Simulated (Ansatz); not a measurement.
A periodic structure is given below.

Space group P6_3mc (No. 186). a = 3.000 Å, b = 3.000 Å, c = 5.071 Å, α = 90.00°, β = 90.00°, γ = 120.00°
```
atom  site  symmetry       x       y       z
  Si    2b       3m.  0.3333  0.6667  0.5012
   C    2b       3m.  0.3333  0.6667  0.8738
```

Question: Characterise the structure given above.

Answer: The stoichiometry is SiC. Space group: P6_3mc (No. 186). Lattice: primitive hexagonal. Among the common structure types it is wurtzite. One cell contains 2 Si, 2 C, 4 atoms in all. About every Si there are four C in a tetrahedral arrangement at 1.85 to 1.89 Å. C bonds to four Si in a tetrahedral arrangement at 1.85 to 1.89 Å. The bonds build a three-dimensional framework.

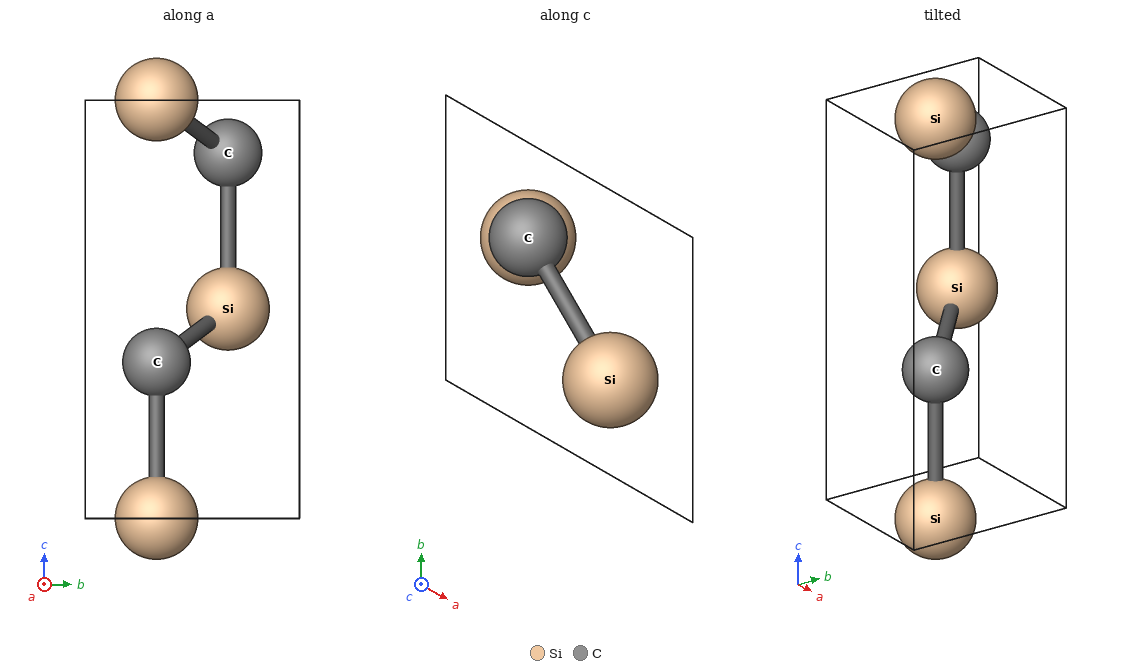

An orthographic ball-and-stick view of the structure, along the a axis, along the c axis and slightly off an axis. The conventional unit cell is drawn as a box.

Starting structure: a structure listed in the Materials Project. The cell was then strained or its atoms displaced on purpose. A calculation with Ansatz used it as input.

At this level of theory the cell isn't at rest (compressed, at 10 GPa), so its distances can differ from those at equilibrium, the more so the softer the solid.
